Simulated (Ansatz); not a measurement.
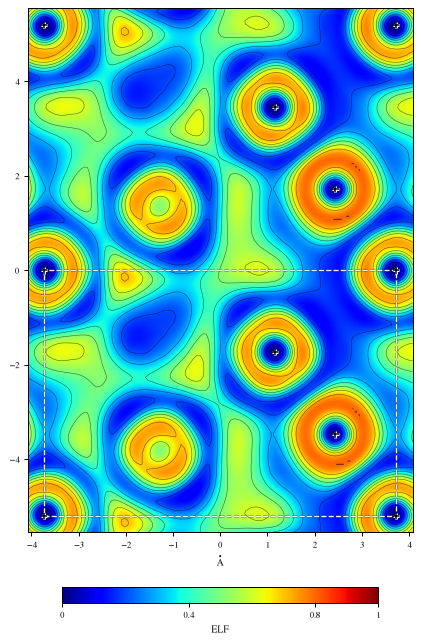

The ELF on a plane through atoms (crosses mark nuclei in the plane).

Method: DFT PBEsol, scalar-relativistic, plane waves, PAW (Ansatz 0.2.0).

Candidates:
A. Ta₃N, a = 3.00 Å, b = 3.00 Å, c = 7.45 Å, α = 90.00°, β = 90.00°, γ = 120.00°. Space group P1; a structure from a database of computed crystals, not necessarily the ambient phase; not relaxed (largest force 0.5 eV/Å).
B. CuO, a = 4.69 Å, b = 3.43 Å, c = 5.13 Å, α = 90.00°, β = 99.65°, γ = 90.00°. Space group Cc; not relaxed (largest force 0.8 eV/Å); computed pressure about −3 GPa in this cell; computed without spin polarisation.

> Which system is this?

Candidate A: Ta₃N on the (110) plane of the conventional cell, which holds Ta and N. Ta–N (2.16 Å): the ELF peaks at about 0.80 in the valence shell of N, 0.6 Å from its nucleus, and drops to about 0.15 between the two atoms; no localised pair shows between them.
